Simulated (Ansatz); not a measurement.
Start from this file.

```yaml
crystal:
  lattice:
    - [2.81924, 0.00000, 0.00000]
    - [0.00000, 2.81924, 0.00000]
    - [0.00000, 0.00000, 2.67079]
  atoms:
    - { symbol: Cu, position: [0.00000, 0.00000, 0.00000] }
    - { symbol: Cu, position: [0.50000, 0.50000, 0.50000] }
```

### Work out the structure from the coordinates.

The element is copper. Space group I4/mmm (No. 139), lattice body-centred tetragonal. The cell holds two atoms.

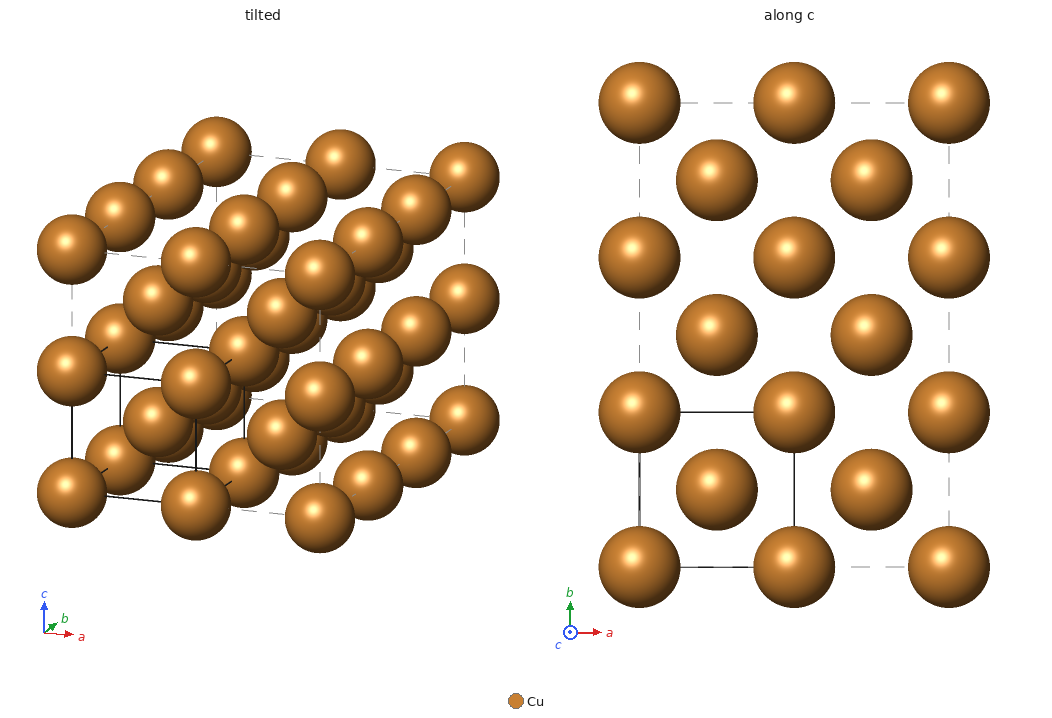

View slightly off an axis and along the c axis, drawn as a spheres-only model. Shown are 2×3×2 repeats of the conventional unit cell, one of them outlined in solid lines.

The model was built from a structure listed in the Materials Project. The cell was then strained or its atoms displaced on purpose. Ansatz was used for an electronic-structure calculation on it.

At this level of theory the cell isn't at rest (compressed, at 6 GPa), so its distances can differ from those at equilibrium, the more so the softer the solid.
